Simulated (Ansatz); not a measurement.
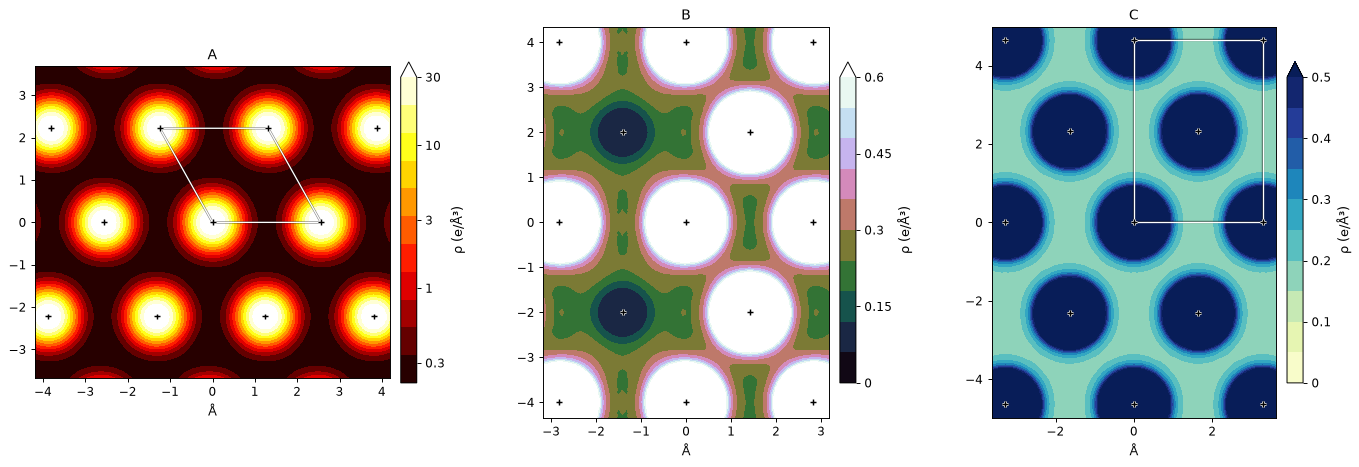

The valence pseudo-density of 3 systems, each on a plane through atoms (crosses mark nuclei in the plane).

Computed with Kohn-Sham DFT of a periodic cell, PBEsol, Ansatz PAW in Ansatz 0.2.0.

System 1: Cu, the (11̄0) plane of the conventional cell. Space group P-1; changed on purpose from its base cell (cell strained at random at fixed volume); computed pressure about −7 GPa in this cell.

```
Cu
1.0
    -1.79533   -1.78360   -0.00357
    -0.00858    1.79575    1.80169
    -0.02762    1.80765   -1.81359
Cu
1
Direct
  0.50000 0.00000 0.00000
```

System 2: AlCu3, the (110) plane of the conventional cell. Space group Fm-3m; a structure from a database of computed crystals, not necessarily the ambient phase; computed pressure about 10 GPa in this cell.

System 3: Ti, the (110) plane of the conventional cell. Space group Im-3m; computed pressure about −7 GPa in this cell.

```xyz
2
Lattice="3.2820 0.0000 0.0000 0.0000 3.2820 0.0000 0.0000 0.0000 3.2820" Properties=species:S:1:pos:R:3 pbc="T T T"
Ti    0.0000    0.0000    0.0000
Ti    1.6410    1.6410    1.6410
```

### Which map belongs to which system?

Panel A is system 1, Cu: the plane holds Cu. Cu–Cu (2.55 Å): the density is about 0.27 e/Å³ at the midpoint. Panel B is system 2, AlCu3: the plane holds Cu and Al. Cu–Cu (2.45 Å): the density is about 0.33 e/Å³ at the midpoint. Panel C is system 3, Ti: the plane holds Ti. Ti–Ti (2.84 Å): ρ is about 0.18 e/Å³ halfway.
